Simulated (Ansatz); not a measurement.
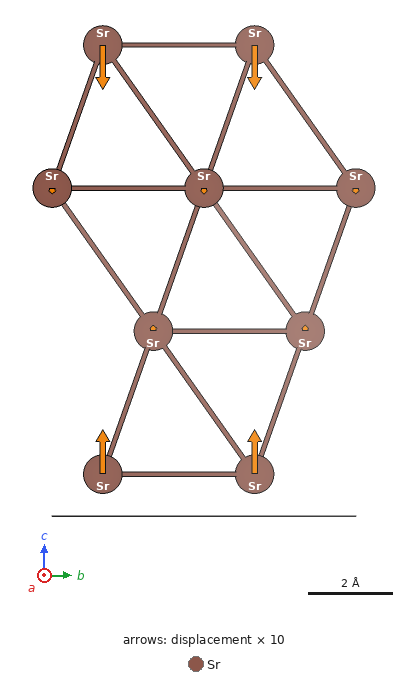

A relaxation of a slab of composition Sr (cut from the Fm-3m phase). The starting structure is drawn; orange arrows show the displacements, magnified 10 times.

The picture is a ball-and-stick view of the 1 × 2 repeat of the cell, outlined in the plane, without the vacuum, seen along the a axis.

Case: (1 1 1) slab, atoms relaxed. The slab is the (1 1 1) face of Sr.

Level of theory: Ansatz, DFT PBEsol, scalar-relativistic, plane waves, PAW.

The input:
```yaml
crystal:
  lattice:
    - [4.1831297288, 0.0, 0.0]
    - [-2.0915648644, 3.6226966124, 0.0]
    - [0.0, 0.0, 25.2465333634]
  atoms:
    - { symbol: Sr, position: [0.6666666667, 0.3333333333, 0.2970704885] }
    - { symbol: Sr, position: [0.3333333333, 0.6666666667, 0.4323568295] }
    - { symbol: Sr, position: [0.0, 0.0, 0.5676431705] }
    - { symbol: Sr, position: [0.6666666667, 0.3333333333, 0.7029295115] }
basis:
  ecutwfc: 420
kpoints:
  mp_grid: { grid: [9, 9, 1] }
hamiltonian:
  xc: pbesol
scf:
  occupations: { method: gaussian, width: 0.1 }
output:
  forces: true
  eigenvalues: true
relax:
  adjacent_minimum: "off"
  f_tol: 0.02
  max_steps: 60
efield:
  axis: 3
  dipole_correction: true
```

What did the optimiser do to the structure, and how much energy did it gain?

Answer. The largest moves relative to the layer's centre, 0.11 Å, are those of Sr1 and Sr4. Sr4 goes along the normal (−c). The cell doesn't change. Near-neighbour distances that change, for instance: Sr1–Sr2 4.183 → 4.108 Å, Sr2–Sr3 4.183 → 4.158 Å. After 2 geometry steps the energy has fallen by 9.0 meV per cell of the calculation. Largest force component: 0.078 eV/Å at the start, 0.011 eV/Å at the end.
